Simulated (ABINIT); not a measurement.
**Geometry relaxation of PbTe (part 2 of 2)**

Continued. System: PbTe (Fm-3m, 2 atoms in the cell). Method: Kohn-Sham DFT of a periodic cell, PBEsol, JTH PAW PBE v2.0, no spin polarisation (ABINIT 10.8.3); cutoff 598.65 eV, 5×5×5 k-mesh, fermi-dirac of 0.05 eV. The structure derives from an entry of the Crystallography Open Database.

Geometry of the input (Å; fractional positions):
```
0.0000  3.2310  3.2310
3.2310  0.0000  3.2310
3.2310  3.2310  0.0000
Pb 0.0000  0.0000  0.0000
Te 0.5000  0.5000  0.5000
```

**The program's output, continued**
```
 Cartesian coordinates (xcart) [bohr]
  0.00000000000000E+00  0.00000000000000E+00  0.00000000000000E+00
  6.10335905478478E+00  6.10335905478478E+00  6.10335905478478E+00
 Reduced coordinates (xred)
  0.00000000000000E+00  0.00000000000000E+00  0.00000000000000E+00
  5.00000000000000E-01  5.00000000000000E-01  5.00000000000000E-01
 Cartesian forces (fcart) [Ha/bohr]; max,rms= 0.00000E+00 0.00000E+00 (free atoms)
 -0.00000000000000E+00 -0.00000000000000E+00 -0.00000000000000E+00
 -0.00000000000000E+00 -0.00000000000000E+00 -0.00000000000000E+00
 Gradient of E wrt nuclear positions in reduced coordinates (gred)
  0.00000000000000E+00  0.00000000000000E+00  0.00000000000000E+00
  0.00000000000000E+00  0.00000000000000E+00  0.00000000000000E+00
 Scale of Primitive Cell (acell) [bohr]
  8.63145315130927E+00  8.63145315130927E+00  8.63145315130927E+00
 Real space primitive translations (rprimd) [bohr]
  0.00000000000000E+00  6.10335905478478E+00  6.10335905478478E+00
  6.10335905478478E+00  0.00000000000000E+00  6.10335905478478E+00
  6.10335905478478E+00  6.10335905478478E+00  0.00000000000000E+00
 Unitary Cell Volume (ucvol) [Bohr^3]=  4.54712355613967E+02
 Angles (23,13,12)= [degrees]
  6.00000000000000E+01  6.00000000000000E+01  6.00000000000000E+01
 Lengths [Bohr]
  8.63145315130927E+00  8.63145315130927E+00  8.63145315130927E+00
 Stress tensor in cartesian coordinates (strten) [Ha/bohr^3]
  1.11193163690078E-05  0.00000000000000E+00  0.00000000000000E+00
  0.00000000000000E+00  1.11193163690061E-05  0.00000000000000E+00
  0.00000000000000E+00  0.00000000000000E+00  1.11193163690026E-05
 Total energy (etotal) [Ha]= -6.96050903852196E+01

 Difference of energy with previous step (new-old):
           Absolute (Ha)=-6.27568E-06
           Relative     =-9.01612E-08

--- Iteration: ( 3/50) Internal Cycle: (1/1)
--------------------------------------------------------------------------------

---SELF-CONSISTENT-FIELD CONVERGENCE--------------------------------------------

--- !BeginCycle
iteration_state: {dtset: 1, itime: 3, icycle: 1, }
solver: {iscf: 17, nstep: 80, nline: 4, wfoptalg: 10, }
tolerances: {tolvrs: 1.00E-10, }
...

     iter   Etot(hartree)      deltaE(h)  residm     nres2
 ETOT  1  -69.606079443145    -6.961E+01 1.235E-03 2.532E-01
 ETOT  2  -69.605139359505     9.401E-04 2.243E-05 1.551E-02
 ETOT  3  -69.605108546466     3.081E-05 1.579E-05 4.264E-03
 ETOT  4  -69.605108395883     1.506E-07 3.816E-06 2.774E-04
 ETOT  5  -69.605108928448    -5.326E-07 2.737E-07 3.677E-05
 ETOT  6  -69.605109062657    -1.342E-07 2.509E-08 6.186E-06
 ETOT  7  -69.605109091247    -2.859E-08 2.320E-09 9.177E-07
 ETOT  8  -69.605109096646    -5.399E-09 6.870E-10 2.057E-08
 ETOT  9  -69.605109096764    -1.179E-10 5.144E-11 3.410E-09
 ETOT 10  -69.605109096773    -8.754E-12 8.773E-12 3.093E-10
 ETOT 11  -69.605109096770     2.260E-12 1.789E-12 2.303E-11

 At SCF step   11       nres2   =  2.30E-11 < tolvrs=  1.00E-10 =>converged.

 Cartesian components of stress tensor (hartree/bohr^3)
  sigma(1 1)= -2.25108129E-07  sigma(3 2)=  0.00000000E+00
  sigma(2 2)= -2.25108129E-07  sigma(3 1)=  0.00000000E+00
  sigma(3 3)= -2.25108129E-07  sigma(2 1)=  0.00000000E+00

--- !ResultsGS
iteration_state: {dtset: 1, itime: 3, icycle: 1, }
comment   : Summary of ground state results
lattice_vectors:
- [  0.0000000,   6.0880453,   6.0880453, ]
- [  6.0880453,   0.0000000,   6.0880453, ]
- [  6.0880453,   6.0880453,   0.0000000, ]
lattice_lengths: [   8.60980,    8.60980,    8.60980, ]
lattice_angles: [ 60.000,  60.000,  60.000, ] # degrees, (23, 13, 12)
lattice_volume:   4.5129822E+02
convergence: {deltae:  2.260E-12, res2:  2.303E-11, residm:  1.789E-12, diffor: null, }
etotal    :  -6.96051091E+01
entropy   :   0.00000000E+00
fermie    :  -2.11373380E-02
cartesian_stress_tensor: # hartree/bohr^3
- [ -2.25108129E-07,   0.00000000E+00,   0.00000000E+00, ]
- [  0.00000000E+00,  -2.25108129E-07,   0.00000000E+00, ]
- [  0.00000000E+00,   0.00000000E+00,  -2.25108129E-07, ]
pressure_GPa:   6.6229E-03
xred      :
- [  0.0000E+00,   0.0000E+00,   0.0000E+00, Pb]
- [  5.0000E-01,   5.0000E-01,   5.0000E-01, Te]
cartesian_forces: # hartree/bohr
- [ -0.00000000E+00,  -0.00000000E+00,  -0.00000000E+00, ]
- [ -0.00000000E+00,  -0.00000000E+00,  -0.00000000E+00, ]
force_length_stats: {min:   0.00000000E+00, max:   0.00000000E+00, mean:   0.00000000E+00, }
...

 Integrated electronic density in atomic spheres:
 ------------------------------------------------
 Atom  Sphere_radius  Integrated_density
    1        2.40264         11.34270151
    2        2.31107          3.13696561

---OUTPUT-----------------------------------------------------------------------

 Cartesian coordinates (xcart) [bohr]
  0.00000000000000E+00  0.00000000000000E+00  0.00000000000000E+00
  6.08804527450722E+00  6.08804527450722E+00  6.08804527450722E+00
 Reduced coordinates (xred)
  0.00000000000000E+00  0.00000000000000E+00  0.00000000000000E+00
  5.00000000000000E-01  5.00000000000000E-01  5.00000000000000E-01
 Cartesian forces (fcart) [Ha/bohr]; max,rms= 0.00000E+00 0.00000E+00 (free atoms)
 -0.00000000000000E+00 -0.00000000000000E+00 -0.00000000000000E+00
 -0.00000000000000E+00 -0.00000000000000E+00 -0.00000000000000E+00
 Gradient of E wrt nuclear positions in reduced coordinates (gred)
  0.00000000000000E+00  0.00000000000000E+00  0.00000000000000E+00
  0.00000000000000E+00  0.00000000000000E+00  0.00000000000000E+00
 Scale of Primitive Cell (acell) [bohr]
  8.60979619554955E+00  8.60979619554954E+00  8.60979619554954E+00
 Real space primitive translations (rprimd) [bohr]
  0.00000000000000E+00  6.08804527450722E+00  6.08804527450722E+00
  6.08804527450722E+00  0.00000000000000E+00  6.08804527450722E+00
  6.08804527450722E+00  6.08804527450722E+00  0.00000000000000E+00
 Unitary Cell Volume (ucvol) [Bohr^3]=  4.51298215275346E+02
 Angles (23,13,12)= [degrees]
  6.00000000000000E+01  6.00000000000000E+01  6.00000000000000E+01
 Lengths [Bohr]
  8.60979619554955E+00  8.60979619554954E+00  8.60979619554954E+00
 Stress tensor in cartesian coordinates (strten) [Ha/bohr^3]
 -2.25108129428553E-07  0.00000000000000E+00  0.00000000000000E+00
  0.00000000000000E+00 -2.25108129442431E-07  0.00000000000000E+00
  0.00000000000000E+00  0.00000000000000E+00 -2.25108129440696E-07
 Total energy (etotal) [Ha]= -6.96051090967705E+01

 Difference of energy with previous step (new-old):
           Absolute (Ha)=-1.87116E-05
           Relative     =-2.68824E-07

--- Iteration: ( 4/50) Internal Cycle: (1/1)
--------------------------------------------------------------------------------

---SELF-CONSISTENT-FIELD CONVERGENCE--------------------------------------------

--- !BeginCycle
iteration_state: {dtset: 1, itime: 4, icycle: 1, }
solver: {iscf: 17, nstep: 80, nline: 4, wfoptalg: 10, }
tolerances: {tolvrs: 1.00E-10, }
...

     iter   Etot(hartree)      deltaE(h)  residm     nres2
 ETOT  1  -69.605109484519    -6.961E+01 1.614E-06 9.950E-05
 ETOT  2  -69.605109115853     3.687E-07 6.159E-09 6.222E-06
 ETOT  3  -69.605109103801     1.205E-08 6.509E-09 1.703E-06
 ETOT  4  -69.605109103814    -1.323E-11 1.508E-09 1.138E-07
 ETOT  5  -69.605109104084    -2.699E-10 9.229E-11 1.531E-08
 ETOT  6  -69.605109104162    -7.746E-11 7.476E-12 2.574E-09
 ETOT  7  -69.605109104179    -1.738E-11 1.120E-12 4.035E-10
 ETOT  8  -69.605109104185    -5.954E-12 2.102E-13 8.948E-12

 At SCF step    8       nres2   =  8.95E-12 < tolvrs=  1.00E-10 =>converged.

 Cartesian components of stress tensor (hartree/bohr^3)
  sigma(1 1)=  7.81863576E-10  sigma(3 2)=  0.00000000E+00
  sigma(2 2)=  7.81863579E-10  sigma(3 1)=  0.00000000E+00
  sigma(3 3)=  7.81863579E-10  sigma(2 1)=  0.00000000E+00

--- !ResultsGS
iteration_state: {dtset: 1, itime: 4, icycle: 1, }
comment   : Summary of ground state results
lattice_vectors:
- [  0.0000000,   6.0883469,   6.0883469, ]
- [  6.0883469,   0.0000000,   6.0883469, ]
- [  6.0883469,   6.0883469,   0.0000000, ]
lattice_lengths: [   8.61022,    8.61022,    8.61022, ]
lattice_angles: [ 60.000,  60.000,  60.000, ] # degrees, (23, 13, 12)
lattice_volume:   4.5136530E+02
convergence: {deltae: -5.954E-12, res2:  8.948E-12, residm:  2.102E-13, diffor: null, }
etotal    :  -6.96051091E+01
entropy   :   0.00000000E+00
fermie    :  -2.11673559E-02
cartesian_stress_tensor: # hartree/bohr^3
- [  7.81863576E-10,   0.00000000E+00,   0.00000000E+00, ]
- [  0.00000000E+00,   7.81863579E-10,   0.00000000E+00, ]
- [  0.00000000E+00,   0.00000000E+00,   7.81863579E-10, ]
pressure_GPa:  -2.3003E-05
xred      :
- [  0.0000E+00,   0.0000E+00,   0.0000E+00, Pb]
- [  5.0000E-01,   5.0000E-01,   5.0000E-01, Te]
cartesian_forces: # hartree/bohr
- [ -0.00000000E+00,  -0.00000000E+00,  -0.00000000E+00, ]
- [ -0.00000000E+00,  -0.00000000E+00,  -0.00000000E+00, ]
force_length_stats: {min:   0.00000000E+00, max:   0.00000000E+00, mean:   0.00000000E+00, }
...

 Integrated electronic density in atomic spheres:
 ------------------------------------------------
 Atom  Sphere_radius  Integrated_density
    1        2.40264         11.34294583
    2        2.31107          3.13727484

---OUTPUT-----------------------------------------------------------------------

 Cartesian coordinates (xcart) [bohr]
  0.00000000000000E+00  0.00000000000000E+00  0.00000000000000E+00
  6.08834691017338E+00  6.08834691017338E+00  6.08834691017338E+00
 Reduced coordinates (xred)
  0.00000000000000E+00  0.00000000000000E+00  0.00000000000000E+00
  5.00000000000000E-01  5.00000000000000E-01  5.00000000000000E-01
 Cartesian forces (fcart) [Ha/bohr]; max,rms= 0.00000E+00 0.00000E+00 (free atoms)
 -0.00000000000000E+00 -0.00000000000000E+00 -0.00000000000000E+00
 -0.00000000000000E+00 -0.00000000000000E+00 -0.00000000000000E+00
 Gradient of E wrt nuclear positions in reduced coordinates (gred)
  0.00000000000000E+00  0.00000000000000E+00  0.00000000000000E+00
  0.00000000000000E+00  0.00000000000000E+00  0.00000000000000E+00
 Scale of Primitive Cell (acell) [bohr]
  8.61022277279952E+00  8.61022277279952E+00  8.61022277279952E+00
 Real space primitive translations (rprimd) [bohr]
  0.00000000000000E+00  6.08834691017338E+00  6.08834691017338E+00
  6.08834691017338E+00  0.00000000000000E+00  6.08834691017338E+00
  6.08834691017338E+00  6.08834691017338E+00  0.00000000000000E+00
 Unitary Cell Volume (ucvol) [Bohr^3]=  4.51365298079249E+02
 Angles (23,13,12)= [degrees]
  6.00000000000000E+01  6.00000000000000E+01  6.00000000000000E+01
 Lengths [Bohr]
  8.61022277279952E+00  8.61022277279952E+00  8.61022277279952E+00
 Stress tensor in cartesian coordinates (strten) [Ha/bohr^3]
  7.81863575619046E-10  0.00000000000000E+00  0.00000000000000E+00
  0.00000000000000E+00  7.81863579088493E-10  0.00000000000000E+00
  0.00000000000000E+00  0.00000000000000E+00  7.81863579088493E-10
 Total energy (etotal) [Ha]= -6.96051091041849E+01

 Difference of energy with previous step (new-old):
           Absolute (Ha)=-7.41441E-09
           Relative     =-1.06521E-10

 At Broyd/MD step   4, gradients are converged :
  max grad (force/stress) = 7.8186E-08 < tolmxf= 2.0000E-05 ha/bohr (free atoms)

================================================================================

 ----iterations are completed or convergence reached----

 Mean square residual over all n,k,spin=   14.621E-15; max=  21.016E-14
 reduced coordinates (array xred) for    2 atoms
       0.000000000000      0.000000000000      0.000000000000
       0.500000000000      0.500000000000      0.500000000000
 rms dE/dt=  0.0000E+00; max dE/dt=  0.0000E+00; dE/dt below (all hartree)
    1       0.000000000000      0.000000000000      0.000000000000
    2       0.000000000000      0.000000000000      0.000000000000

 cartesian coordinates (angstrom) at end:
    1      0.00000000000000     0.00000000000000     0.00000000000000
    2      3.22181443474973     3.22181443474973     3.22181443474973

 cartesian forces (hartree/bohr) at end:
    1     -0.00000000000000    -0.00000000000000    -0.00000000000000
    2     -0.00000000000000    -0.00000000000000    -0.00000000000000
 frms,max,avg= 0.0000000E+00 0.0000000E+00   0.000E+00  0.000E+00  0.000E+00 h/b

 cartesian forces (eV/Angstrom) at end:
    1     -0.00000000000000    -0.00000000000000    -0.00000000000000
    2     -0.00000000000000    -0.00000000000000    -0.00000000000000
 frms,max,avg= 0.0000000E+00 0.0000000E+00   0.000E+00  0.000E+00  0.000E+00 e/A
 length scales=  8.610222772800  8.610222772800  8.610222772800 bohr
              =  4.556333669072  4.556333669072  4.556333669072 angstroms
 Fermi (or HOMO) energy (hartree) =  -0.02117   Average Vxc (hartree)=  -0.33774
 Eigenvalues (hartree) for nkpt=  10  k points:
 kpt#   1, nband= 14, wtk=  0.00800, kpt=  0.0000  0.0000  0.0000 (reduced coord)
  -0.64849   -0.64849   -0.64816   -0.64816   -0.64816   -0.48177   -0.24281   -0.08682
  -0.08682   -0.08682    0.11539    0.11539    0.11539    0.17668
      occupation numbers for kpt#   1
   2.00000    2.00000    2.00000    2.00000    2.00000    2.00000    2.00000    2.00000
   2.00000    2.00000    0.00000    0.00000    0.00000    0.00000
 prteigrs : prtvol=0 or 1, do not print more k-points.

--- !EnergyTerms
iteration_state     : {dtset: 1, itime: 4, icycle: 1, }
comment             : Components of total free energy in Hartree
kinetic             :  7.46956503557315E+00
hartree             :  2.20352056258791E+01
xc                  : -6.51954319316710E+00
Ewald energy        : -5.11946487381280E+01
psp_core            :  5.92466682746857E+00
local_psp           : -6.82367387023128E+01
PAW spherical_terms :  2.09163786616924E+01
internal            : -6.96051144829946E+01
'-kT*entropy'       : -9.98601657328905E-08
total_energy        : -6.96051145828548E+01
total_energy_eV     : -1.89405165760983E+03
...

--- !EnergyTermsDC
iteration_state     : {dtset: 1, itime: 4, icycle: 1, }
comment             : '"Double-counting" decomposition of free energy'
band_energy         : -8.65839699415740E+00
Ewald energy        : -5.11946487381280E+01
psp_core            :  5.92466682746857E+00
xc_dc               : -2.28676014380886E+01
PAW spherical_terms :  7.19087133858068E+00
internal            : -6.96051090043247E+01
'-kT*entropy'       : -9.98601657328905E-08
total_energy_dc     : -6.96051091041849E+01
total_energy_dc_eV  : -1.89405150852762E+03
...

--- !EnergyTermsWithPAWCore
iteration_state     : {dtset: 1, itime: 4, icycle: 1, }
comment             : 'Components of total free energy, including PAW core contributions'
Total energy        : -2.76682834648762E+04
Total energy DC     : -2.76682834593976E+04
Total energy (eV)   : -7.52892348126037E+05
Total energy DC (eV): -7.52892347976955E+05
...

 Cartesian components of stress tensor (hartree/bohr^3)
  sigma(1 1)=  7.81863576E-10  sigma(3 2)=  0.00000000E+00
  sigma(2 2)=  7.81863579E-10  sigma(3 1)=  0.00000000E+00
  sigma(3 3)=  7.81863579E-10  sigma(2 1)=  0.00000000E+00

-Cartesian components of stress tensor (GPa)         [Pressure= -2.3003E-05 GPa]
- sigma(1 1)=  2.30032206E-05  sigma(3 2)=  0.00000000E+00
- sigma(2 2)=  2.30032207E-05  sigma(3 1)=  0.00000000E+00
- sigma(3 3)=  2.30032207E-05  sigma(2 1)=  0.00000000E+00

== END DATASET(S) ==============================================================
================================================================================

 -outvars: echo values of variables after computation  --------
            acell      8.6102227728E+00  8.6102227728E+00  8.6102227728E+00 Bohr
           etotal     -6.9605109104E+01
            fcart     -0.0000000000E+00 -0.0000000000E+00 -0.0000000000E+00
                      -0.0000000000E+00 -0.0000000000E+00 -0.0000000000E+00
            rprim      0.0000000000E+00  7.0710678119E-01  7.0710678119E-01
                       7.0710678119E-01  0.0000000000E+00  7.0710678119E-01
                       7.0710678119E-01  7.0710678119E-01  0.0000000000E+00
           strten      7.8186357562E-10  7.8186357909E-10  7.8186357909E-10
                       0.0000000000E+00  0.0000000000E+00  0.0000000000E+00
           xangst      0.0000000000E+00  0.0000000000E+00  0.0000000000E+00
                       3.2218144347E+00  3.2218144347E+00  3.2218144347E+00
             xred      0.0000000000E+00  0.0000000000E+00  0.0000000000E+00
                       5.0000000000E-01  5.0000000000E-01  5.0000000000E-01
 Calculation completed.
```

**Trajectory as extended XYZ (Å, eV, eV/Å), 4 frames, from step=0 to step=3**
```
2
Lattice="0.0000 3.2310 3.2310 3.2310 0.0000 3.2310 3.2310 3.2310 0.0000" Properties=species:S:1:pos:R:3:forces:R:3 step=0 energy=-1894.05083
Pb    0.0000    0.0000    0.0000    0.0000   0.0000   0.0000
Te    3.2310    3.2310    3.2310    0.0000   0.0000   0.0000
2
Lattice="0.0000 3.2298 3.2298 3.2298 0.0000 3.2298 3.2298 3.2298 0.0000" Properties=species:S:1:pos:R:3:forces:R:3 step=1 energy=-1894.05100
Pb    0.0000    0.0000    0.0000    0.0000   0.0000   0.0000
Te    3.2298    3.2298    3.2298    0.0000   0.0000   0.0000
2
Lattice="0.0000 3.2217 3.2217 3.2217 0.0000 3.2217 3.2217 3.2217 0.0000" Properties=species:S:1:pos:R:3:forces:R:3 step=2 energy=-1894.05151
Pb    0.0000    0.0000    0.0000    0.0000   0.0000   0.0000
Te    3.2217    3.2217    3.2217    0.0000   0.0000   0.0000
2
Lattice="0.0000 3.2218 3.2218 3.2218 0.0000 3.2218 3.2218 3.2218 0.0000" Properties=species:S:1:pos:R:3:forces:R:3 step=3 energy=-1894.05151
Pb    0.0000    0.0000    0.0000    0.0000   0.0000   0.0000
Te    3.2218    3.2218    3.2218    0.0000   0.0000   0.0000
```

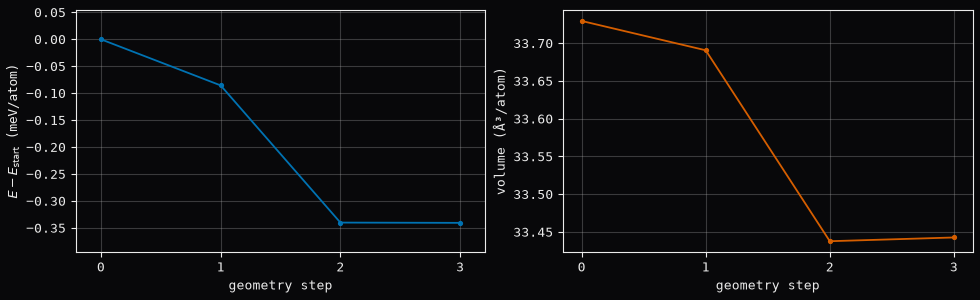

Progress of the relaxation, step by step (steps are counted from 0). No atom moves by more than 0.005 Å relative to the cell. The volume changes by −0.9 %, with a = b = c 6.462 → 6.444 Å (−0.3 %). Distances before and after: Pb1–Te2 3.231 → 3.222 Å. The space group stays Fm-3m (No. 225). The energy falls by 0.3 meV per atom in 3 geometry steps. All forces vanish by symmetry, so only the cell relaxes. (Atoms are counted from 1 in the order of the input.)

**Results in brief**

```csv
quantity,value
outcome,converged
space group (tolerance 0.01 Å),Fm-3m (225)
electrons treated,20
free energy,−1894.0515 eV
Fermi energy,−0.576 eV
gap on the k-point mesh,1.13 eV
pressure,0.00 GPa
final volume,66.89 Å³
largest force (length of the vector) at the end,under 0.001 eV/Å
final cell,"a = 4.556 Å, b = 4.556 Å, c = 4.556 Å, α = 60.00°, β = 60.00°, γ = 60.00°"
wall time,1.9 min
peak memory,0.16 GiB
```

**Remarks**

Spin–orbit coupling is left out, which matters for Pb.
